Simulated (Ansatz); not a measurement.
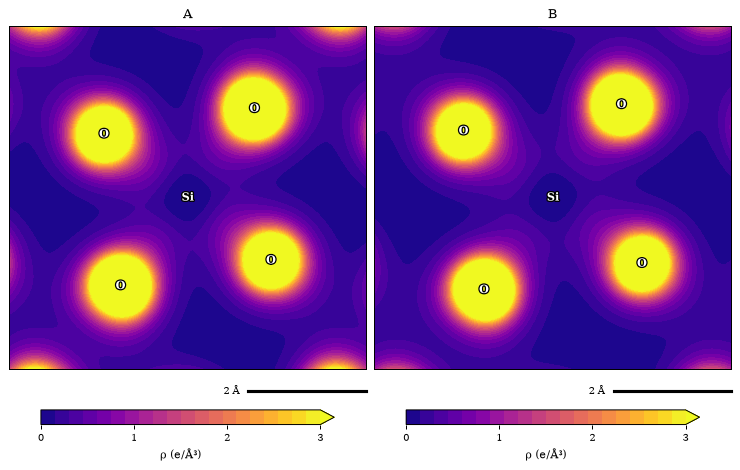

SiO2. The valence charge density (pseudo) of two cells that differ in size and shape, on the (111) plane of each (indices in the axes of the calculation cell), at one length scale and on one colour scale; one has 8.4 and the other 9.8 Å³ an atom.

Space group P4₂/mnm; a structure from a database of computed crystals, not necessarily the ambient phase.

All numbers below come from Ansatz, DFT r2SCAN, scalar-relativistic, plane waves, PAW.

In a PAW calculation such maps are meaningful between the atoms, not at the nuclei.

The larger cell:

```
Si O
1.0
     4.52024    0.00000    0.00000
     0.00000    4.52024    0.00000
     0.00000    0.00000    2.88224
Si O
2 4
Direct
  0.50000 0.50000 0.50000
  0.00000 0.00000 0.00000
  0.69389 0.69389 0.00000
  0.19389 0.80611 0.50000
  0.30611 0.30611 0.00000
  0.80611 0.19389 0.50000
```

The smaller cell: a = 4.353 Å, b = 4.353 Å, c = 2.669 Å, α = 90.00°, β = 90.00°, γ = 90.00°.

Which is the denser cell? Describe the effect of the change.

Panel A is the smaller cell, by 14 % in volume. From the larger cell to the smaller, Si–O goes from 1.90 to 1.79 Å, and the density at its midpoint from 0.74 to 0.92 e/Å³; the pressure goes from −48 to −21 GPa; the Kohn–Sham gap goes from 2.7 eV to 5.2 eV.
